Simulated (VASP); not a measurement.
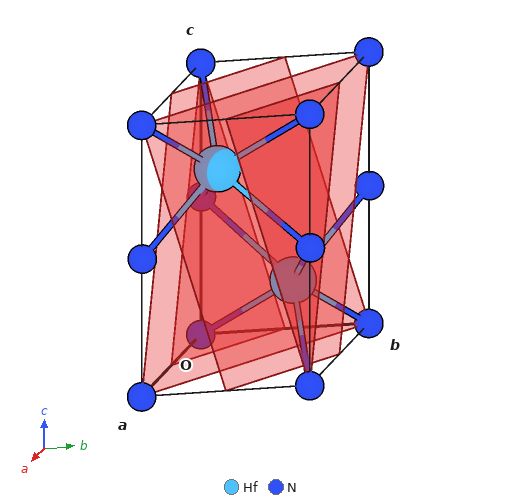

For HfN, a cell listed in the Materials Project, as set up for an electronic-structure calculation: every member of one family of equally spaced planes, hx + ky + lz = a whole number, that cuts the unit cell is shaded (one member passes through the origin O, touching the cell only at an edge or corner). The drawing is computed from the coordinates (standard cell, symmetry found to 0.002 Å).

a = 3.134 Å, b = 3.134 Å, c = 5.417 Å, α = 90.00°, β = 90.00°, γ = 120.00°.

Q: What are the Miller indices?

A: (2 2 1); the opposite sign names the same planes. The member next to the origin meets the axes a at 1/2, b at 1/2, c at 1.

Q: What is the spacing?

A: d = 0.775 Å.

Q: Which atoms of the cell lie in these planes (within 0.03 Å)?

A: 1 of the 2 N.
